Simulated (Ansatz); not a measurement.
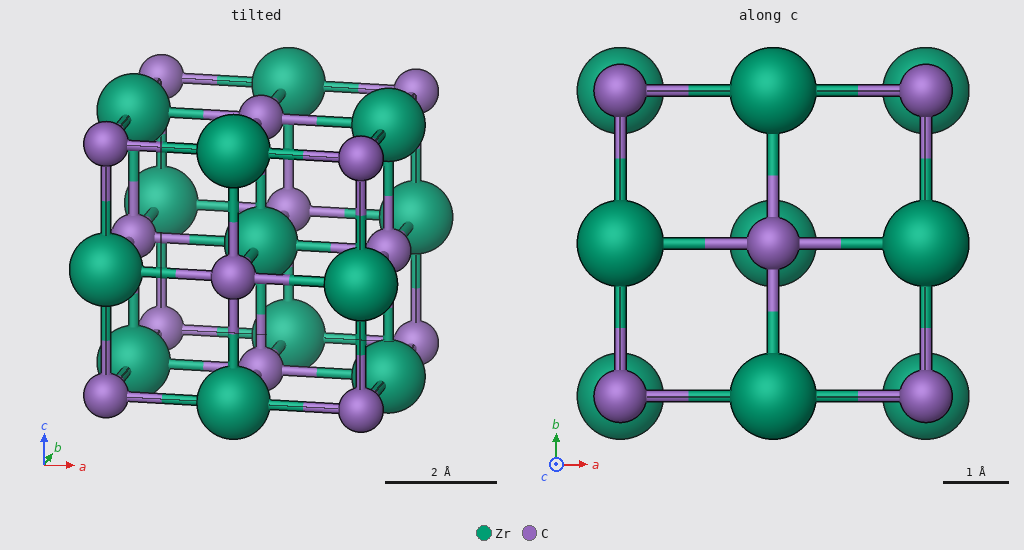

Ball-and-stick representation of a periodic structure, projected slightly off an axis and along the c axis. The box is the conventional unit cell; atoms on or close to its faces, edges and corners are drawn wherever they repeat. Cell: a = 4.71 Å, b = 4.71 Å, c = 4.71 Å, α = 90.00°, β = 90.00°, γ = 90.00°.

Origin of the cell: a structure type filled with these elements by a generator (whether the compound takes this form wasn't checked). Earlier steps of the study may have refined or changed the cell and positions. It went into a calculation with Ansatz.

> Give a description of the structure.

The material is ZrC. The symmetry is that of Fm-3m (No. 225), on a face-centred cubic lattice. The structure type is rock salt (NaCl type). Content of the cell: 4 Zr, 4 C (Z = 4). Zr is coordinated by six C in an octahedral arrangement at about 2.4 Å. Each C atom is coordinated by six Zr in an octahedral arrangement at about 2.4 Å. Not all metal-metal contacts are counted. The bonds build a three-dimensional framework.

Calculation details: DFT PBE, scalar-relativistic, plane waves, PAW in Ansatz 0.2.0; a cutoff energy of 420 eV, k-points about 0.12 Å⁻¹ apart, Gaussian smearing of 0.1 eV, no spin polarisation.

> How large a gap does the method give, if there is one?

A metal: bands cross the Fermi level.

> How charged are the atoms, by the Bader scheme?

Zr +1.89 e; C -1.89 e.

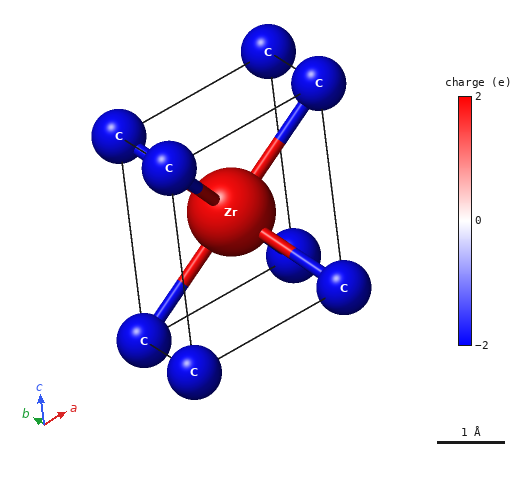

The atoms coloured by those charges. The run's cell of 2 atoms is drawn, so axes and origin can differ from the first picture.

> Does the calculation find this structure at rest?

Yes. All forces vanish to within 0.01 eV/Å. The pressure is 0.0 GPa, close to zero.
